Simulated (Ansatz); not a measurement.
**Run report: Ni, geometry relaxation (part 2 of 3)**

Ni (9 atoms in the cell); DFT PBE, scalar-relativistic, plane waves, PAW, spin-polarised (Ansatz 0.2.0); cutoff 420 eV, 1×1×9 k-mesh, Gaussian smearing of 0.05 eV, collinear spins. The structure derives from an entry of the Crystallography Open Database. It belongs to a series of runs on one base structure; here: wire along [1 1 1], 9 atoms a period.

Geometry of the input (Å; fractional positions):
```
12.6000  0.0000  0.0000
0.0000  11.8000  0.0000
0.0000  0.0000  6.0942
Ni 0.4715  0.5000  0.6667
Ni 0.3575  0.5000  0.0000
Ni 0.5855  0.5000  0.3333
Ni 0.5285  0.3946  0.0000
Ni 0.4145  0.6054  0.3333
Ni 0.6425  0.6054  0.6667
Ni 0.5285  0.6054  0.0000
Ni 0.4145  0.3946  0.3333
Ni 0.6425  0.3946  0.6667
```

The program's output, continued
```
SCF iter   1: F=—  HF=-52543.849897 eV  |F-HF|=—  |Δ(HF+E_count)|=         —  Δρ=1.01e-4 (↑5.75e-5 ↓1.01e-4)  dr2=1.37e-4  dr2_m=5.49e-6  M=7.778 μB ∫|m|=8.448 μB  β_m=0.65  ethr=5.05e-6  ⟨swp⟩=3.8  Hψ=7281  notcnv=0
eigensolver tolerance schedule: the retry pair's looser diagonalisation over-reported the residual by 58.66 of it (diagonalisation noise at 0.11 of the residual, at the tolerance the schedule requests for it); recorded, not acted on — ethr = c·dr2/N_el stays at c = 1.0e-1
preconditioner: auto → LDOS  [metal: Δε(μ)=0.019 eV  Ē_g=4.996 eV  σ=0.050 eV  W_gap=0.21  n_scr=38 (ndim 8)  ℏωp=12.0 eV  f_vac=0.775  D(μ)=19.84/eV (n_scr^D=120)]
spin=Collinear: LDOS preconditioning applied to the charge; magnetization (m = ρ↑ − ρ↓) channel mixes plain (no charge-response kernel on spin).
SCF iter   2: F=—  HF=-52543.849791 eV  |F-HF|=—  |Δ(HF+E_count)|=   1.06e-4  Δρ=5.46e-5 (↑5.01e-5 ↓5.46e-5)  dr2=8.97e-5  dr2_m=2.56e-7  M=7.778 μB ∫|m|=8.447 μB  β_m=0.58  ethr=8.46e-8  ⟨swp⟩=2.1  Hψ=1702  notcnv=0
SCF iter   3: F=—  HF=-52543.849774 eV  |F-HF|=—  |Δ(HF+E_count)|=   1.75e-5  Δρ=2.63e-5 (↑1.55e-5 ↓2.63e-5)  dr2=8.82e-6  dr2_m=1.00e-6  M=7.778 μB ∫|m|=8.446 μB  β_m=0.57  ethr=5.53e-8  ⟨swp⟩=2.3  Hψ=1454  notcnv=0
SCF iter   4: F=—  HF=-52543.849796 eV  |F-HF|=—  |Δ(HF+E_count)|=   2.24e-5  Δρ=2.45e-5 (↑2.45e-5 ↓1.59e-5)  dr2=1.05e-5  dr2_m=3.26e-7  M=7.778 μB ∫|m|=8.446 μB  β_m=0.57  ethr=5.45e-9  ⟨swp⟩=3.0  Hψ=2012  notcnv=0
SCF iter   5: F=—  HF=-52543.849801 eV  |F-HF|=—  |Δ(HF+E_count)|=   4.60e-6  Δρ=6.07e-6 (↑4.70e-6 ↓6.07e-6)  dr2=1.05e-6  dr2_m=1.32e-7  M=7.778 μB ∫|m|=8.446 μB  β_m=0.56  ethr=5.45e-9  ⟨swp⟩=2.0  Hψ=1465  notcnv=0
SCF iter   6: F=—  HF=-52543.849802 eV  |F-HF|=—  |Δ(HF+E_count)|=   8.04e-7  Δρ=4.15e-6 (↑3.13e-6 ↓4.15e-6)  dr2=9.07e-8  dr2_m=6.82e-8  M=7.778 μB ∫|m|=8.446 μB  β_m=0.68  ethr=6.51e-10  ⟨swp⟩=2.0  Hψ=1542  notcnv=0
SCF iter   7: F=—  HF=-52543.849802 eV  |F-HF|=—  |Δ(HF+E_count)|=   1.29e-7  Δρ=2.65e-6 (↑1.39e-6 ↓2.65e-6)  dr2=3.49e-8  dr2_m=2.31e-8  M=7.778 μB ∫|m|=8.445 μB  β_m=0.84  ethr=5.60e-11  ⟨swp⟩=2.3  Hψ=1492  notcnv=0
SCF iter   8: F=—  HF=-52543.849802 eV  |F-HF|=—  |Δ(HF+E_count)|=   9.80e-8  Δρ=1.15e-6 (↑5.72e-7 ↓1.15e-6)  dr2=8.11e-9  dr2_m=3.66e-9  M=7.778 μB ∫|m|=8.445 μB  β_m=0.87  ethr=2.16e-11  ⟨swp⟩=3.1  Hψ=1820  notcnv=0
SCF iter   9: F=—  HF=-52543.849802 eV  |F-HF|=—  |Δ(HF+E_count)|=   5.14e-9  Δρ=7.48e-7 (↑7.48e-7 ↓5.77e-7)  dr2=8.43e-9  dr2_m=5.82e-10  M=7.778 μB ∫|m|=8.445 μB  β_m=0.78  ethr=5.00e-12  ⟨swp⟩=3.0  Hψ=1886  notcnv=0
SCF iter  10: F=—  HF=-52543.849802 eV  |F-HF|=—  |Δ(HF+E_count)|=   3.25e-9  Δρ=3.90e-7 (↑2.62e-7 ↓3.90e-7)  dr2=1.62e-9  dr2_m=3.09e-10  M=7.778 μB ∫|m|=8.445 μB  β_m=0.79  ethr=5.00e-12  ⟨swp⟩=2.0  Hψ=1475  notcnv=0
SCF iter  11: F=—  HF=-52543.849802 eV  |F-HF|=—  |Δ(HF+E_count)|=   1.50e-8  Δρ=2.35e-7 (↑8.18e-8 ↓2.35e-7)  dr2=3.75e-10  dr2_m=1.06e-10  M=7.778 μB ∫|m|=8.445 μB  β_m=0.81  ethr=1.00e-12  ⟨swp⟩=3.2  Hψ=2220  notcnv=0
SCF iter  12: F=—  HF=-52543.849802 eV  |F-HF|=—  |Δ(HF+E_count)|=  6.91e-10  Δρ=8.32e-8 (↑6.64e-8 ↓8.32e-8)  dr2=9.77e-11  dr2_m=1.60e-11  M=7.778 μB ∫|m|=8.445 μB  β_m=0.81  ethr=1.00e-12  ⟨swp⟩=2.0  Hψ=1443  notcnv=0
SCF iter  13: F=—  HF=-52543.849802 eV  |F-HF|=—  |Δ(HF+E_count)|=  2.91e-11  Δρ=4.54e-8 (↑2.55e-8 ↓4.54e-8)  dr2=1.84e-11  dr2_m=4.33e-12  M=7.778 μB ∫|m|=8.445 μB  β_m=0.84  ethr=1.00e-12  ⟨swp⟩=1.9  Hψ=1218  notcnv=0
SCF iter  14: F=—  HF=-52543.849802 eV  |F-HF|=—  |Δ(HF+E_count)|=  5.09e-11  Δρ=7.04e-8 (↑2.52e-8 ↓7.04e-8)  dr2=4.72e-11  dr2_m=7.17e-12  M=7.778 μB ∫|m|=8.445 μB  β_m=0.77  ethr=1.00e-12  ⟨swp⟩=1.0  Hψ=1020  notcnv=0
SCF iter  15: F=-52543.849802 eV  HF=-52543.849802 eV  |F-HF|=0.00e0  |Δ(HF+E_count)|=  6.55e-11  Δρ=3.05e-8 (↑5.78e-9 ↓3.05e-8)  dr2=6.54e-12  dr2_m=1.83e-12  M=7.778 μB ∫|m|=8.445 μB  ethr=1.00e-12  ⟨swp⟩=5.0  Hψ=4610  notcnv=0
SCF 7 converged in 15 iterations: F = -52543.849802 eV  dr2 = 6.54e-12
relax step   7: F+E_penalty+E_count = -52543.84980196 eV  Δ(F+E_penalty+E_count) = +4.141e-3 eV  max|allowed force component| = 1.720e-2 eV/Å  Δτ_max = 0.0000 Å  P = -0.001 GPa  Ω = 856.433 Å³  fix = [a, b, alpha, beta, gamma]  reactions: a +0.006, b -0.015 GPa; beta -0.006 GPa/rad  stress off target by 5.87e-3 GPa on what of the cell is left free  SCF on the basis re-selected at this cell (its energy is not comparable with the rows above)  (15 SCF iters)
```

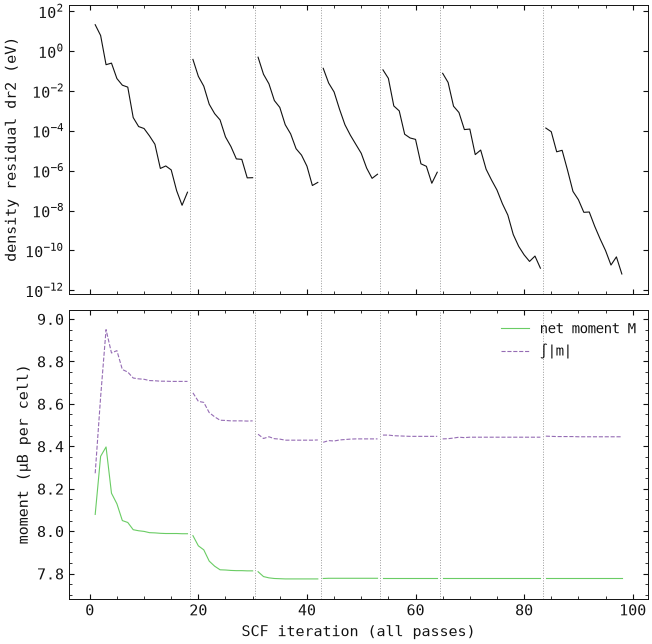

Convergence of the self-consistent field: density residual dr2 and magnetic moment against the SCF iteration. The dotted lines part the SCF passes of the relaxation: geometry steps, rejected trials and re-solves on a re-selected basis. The 7 passes take 11 to 19 iterations each, 98 in all. The net moment goes from 8.1 to 7.8 μB per cell.

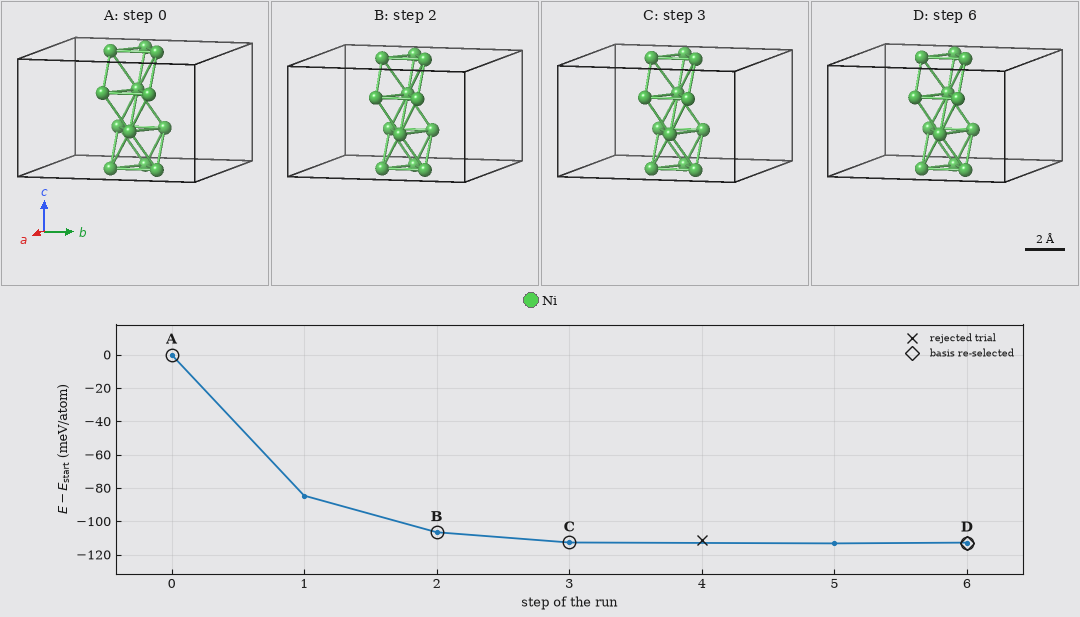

Frames of the relaxation (ball-and-stick view of the cell of the calculation, with the vacuum cut short, seen slightly off an axis) above the curves, on which the letters mark them (the first geometry is step 0 here and step 1 in the log).

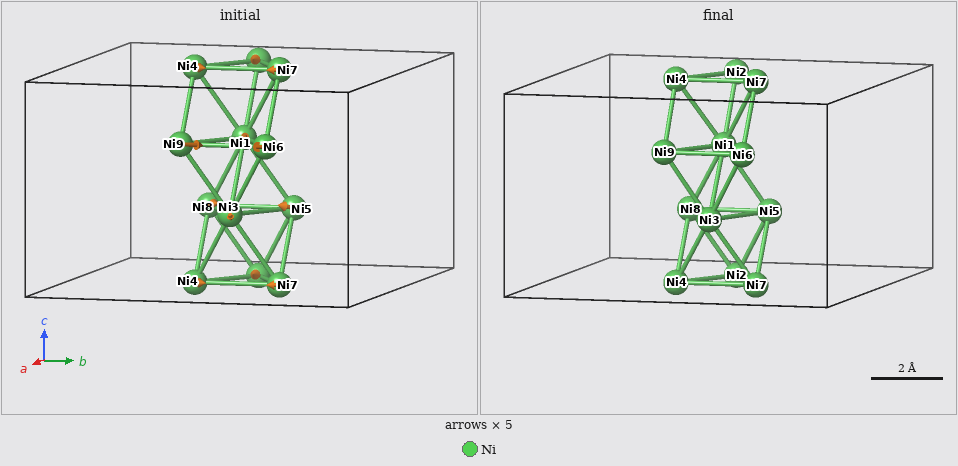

Before (left) and after (right) the relaxation, at one scale (ball-and-stick view of the cell of the calculation, with the vacuum cut short, seen slightly off an axis). The orange arrows give the displacements (without the part carried along by the change of the cell), magnified 5 times. After 5 geometry steps the energy has fallen by 113 meV per atom. Largest force component: 1.4 eV/Å at the start, 0.017 eV/Å at the end. The line search rejected the trial step at point 4 (counted from 0) and went back. The largest moves relative to the cell, 0.16 Å, are those of Ni6 and Ni9. Along the periodic axis the drawn cell goes c 6.094 → 5.760 Å (−5.5 %). Among the contacts that change: Ni6–Ni9 2.488 → 2.291 Å, Ni1–Ni2 2.488 → 2.314 Å, Ni1–Ni5 2.488 → 2.317 Å, Ni4–Ni9 2.488 → 2.327 Å. Among the angles that change: Ni3–Ni6–Ni7 120.0° → 123.2°, Ni1–Ni5–Ni3 60.0° → 63.1°, Ni1–Ni4–Ni8 120.0° → 117.7°. A last SCF at the same geometry on a re-selected plane-wave basis shifts the energy by +0.5 meV per atom. (Atoms are counted from 1 in the order of the input.)

```
basis re-selected at this cell: Δ(F+E_penalty+E_count) = +4.141e-3 eV, ΔP = +0.005 GPa vs the last step (what re-selecting the basis moved, of the pressure what is left beyond the Pulay correction that the steps carried, after the strain that the cell walked since its last selection, with what the two solves' SCF thresholds leave and, on support functions, any second-order correction that the steps lacked; it is no measure of the basis error at this ecutwfc). The dense FFT grid was sized anew with the basis: this SCF ran on 90×80×40 points, the steps before it on 90×80×45, so part of this shift can come from that change (see relax.cell in the input reference). This SCF's stress stands 5.87e-3 GPa from its target on what of the cell is left free (relax.cell.stress_tol is 3.00e-2 GPa) and its largest allowed force component is 1.72e-2 eV/Å (relax.f_tol is 2.00e-2 eV/Å): within both
WARN: The output density's exchange-correlation potential varies sharply where the density is thin. Do not read a vacuum level from v_tot or v_xc, or from such a field of the output density. On a cell that repeats whose density bears no net charge and no dipole along the vacuum's axis use v_es (v_loc + v_h of the components); under efield.dipole_correction with no amplitude use v_es + v_field, which holds any external_charges[].barrier, or the levels of the report's work_function block, which leave it out; under a non-zero efield.amplitude the vacuum is tilted and has no level; on a cell that repeats and bears such a dipole with no correction it is tilted too, and efield.dipole_correction with no amplitude gives each side of its ramp a level where efield: is served; in a cell that repeats whose density bears a net charge (total_charge, or a fill off its count) it is curved and has none; of a slab under crystal.periodic whose density bears no net charge use v_es, which has a level on each side, short of where the two are joined; of another it falls or rises all the way out and has none; of a slab beside external_charges read slab_vacuum_level instead, which it has where they leave it neutral. The grid or the basis barely resolves most such structure, and the values can differ between equally converged runs; as a rule a tighter scf.convergence.dr2_threshold does not remove it. Where the density itself ripples (under the LDA too) a higher basis.ecutwfc lessens it. The files hold the spikes' plane waves up to the density's cutoff. Files: v_tot_of_output_density and the like, and their columns of v_z.tsv (output.write_potential); v_xc_of_output_density and the like, and their columns of v_comp_z.tsv (output.write_potential_components). Measured: with its Gaussian average of σ = 0.25 Å subtracted twice, the exchange-correlation potential is over 0.1 eV at 7525 of the grid points where the equally averaged density (valence and model cores) is under 1e-3 e/Å³, and 1.63 eV at the most among them, at an averaged density of 1.0e-5 e/Å³. The input density's (outcome.potential() and, of a run that writes arrays, v_tot and v_xc) is over 0.1 eV, so measured, at 7531 points of its own thin density, 1.64 eV at the most. See output.write_potential in the manual, Limitations
SCF converged after 15 iterations
Magnetization: 7.7779 μB (84.8890 up, 77.1110 down)
Absolute magnetization: 8.4497 μB (∫|ρ↑−ρ↓|, with the PAW one-centre terms)
Spin contamination: 0.0854 ħ² per cell (⟨S²⟩ above its minimum at these occupations)
Per-site moments (μB) at R_I (Å): [(0.6561058804478069, 0.9545882091296658), (0.8363109411665269, 0.9545882091296658), (0.8004274877055516, 0.9565054316055416), (0.8566032484349619, 0.9565054316055416), (0.8759239937342257, 0.9555693975484683), (0.900483993359092, 0.9449195239732979), (0.8566032484349625, 0.9565054316055416), (0.8759239937342268, 0.9555693975484685), (0.9004839933590919, 0.9449195239732979)]
Free energy (F): -52543.849802 eV
Harris-Foulkes:  -52543.849802 eV  (|F-HF|=0.00e0)
Internal energy: -52543.825022 eV  (E = F + TS)
E sigma→0 (E₀):  -52543.837412 eV
Entropy (-TS):   -0.024780 eV (-2.753 meV/atom)
Fermi energy:    -1.684443 eV
--- Per-component energies (eV) ---
  E_band       = -5711.954650
  E_kinetic    = 2534.981964
  E_local      = -128187.058539  (includes V_loc(G=0)·N_el)
  E_nonlocal   = 5771.352541
  E_hartree    = 59963.006383
  E_xc         = -742.772531
  E_vxc        = -955.656870  (∫ρ·V_xc dr)
  E_paw        = -14708.554905  (= ΣΔE_a)
  E_vpaw       = -4801.591178  (= ΣTr[D̂ρ^β])
  E_aug_tail   = 0.004582  (compensation charges beyond the density's cutoff)
  E_ewald      = 22825.215483
  E_smearing   = -0.024780  (= −TS)
  E_closure    = -0.000000  (closes the sum)
  Σ components = -52543.849802   (vs F -52543.849802, Δ=0.00e0)
--- Forces (eV/Å), atoms counted from 1 ---
  atom   1  Ni     0.01058556    -0.00000000     0.00037912
  atom   2  Ni     0.00294771    -0.00000000    -0.00386796
  atom   3  Ni    -0.01025522     0.00000000     0.00276722
  atom   4  Ni    -0.00054516     0.01068985    -0.00303995
  atom   5  Ni    -0.00672971    -0.01670296    -0.00280202
  atom   6  Ni     0.00563516    -0.01720279     0.00620300
  atom   7  Ni    -0.00054516    -0.01068985    -0.00303995
  atom   8  Ni    -0.00672971     0.01670296    -0.00280202
  atom   9  Ni     0.00563516     0.01720279     0.00620300
  max |Σ_I F_I| component: 1.36e-6 eV/Å
--- Stress (GPa, compression-positive) ---
        0.005578       0.000000       0.006043
        0.000000      -0.014728      -0.000000
        0.006043      -0.000000       0.005871
  P = ⅓ Tr σ = -0.0011 GPa (-0.011 kbar)
--- Band table (eV; the first three rows and the last of 10) ---
  k-point 0 ↑: bands = ["-105.2653", "-105.2216", "-105.2069", "-105.2065", "-105.0675", "-105.0555", "-104.9743", "-104.9314", "-104.9158", "-65.9121", "-65.8560", "-65.7755", "-65.7549", "-65.6828", "-65.6274", "-65.6088", "-65.5978", "-65.5696", "-65.5529", "-65.5223", "-65.5147", "-65.4873", "-65.4730", "-65.4659", "-65.4409", "-65.4366", "-65.4206", "-65.3851", "-65.3755", "-65.3556", "-65.3541", "-65.3311", "-65.3293", "-65.2595", "-65.1712", "-65.1251", "-8.1760", "-6.0834", "-5.8774", "-5.5774", "-5.4319", "-5.3596", "-5.1411", "-5.0846", "-4.9952", "-4.8397", "-4.6416", "-4.5799", "-4.5034", "-4.4193", "-4.2868", "-4.2059", "-4.1658", "-4.0977", "-3.9576", "-3.8665", "-3.7678", "-3.6913", "-3.6061", "-3.5897", "-3.5162", "-3.4597", "-3.2878", "-3.2567", "-3.2251", "-3.1214", "-3.0420", "-2.9705", "-2.9242", "-2.8965", "-2.8741", "-2.8493", "-2.7722", "-2.7024", "-2.6556", "-2.6466", "-2.6094", "-2.5819", "-2.5429", "-2.5402", "-2.4498", "-2.4244", "-2.3943", "-2.3325", "-1.3775", "-1.0941", "-0.4776", "-0.4428", "0.1566", "1.4423", "1.7375", "1.7656", "1.9422", "2.0306", "2.2877", "2.4455", "2.5874", "3.1239", "3.3783", "3.7800", "3.8312", "3.9083"]
```
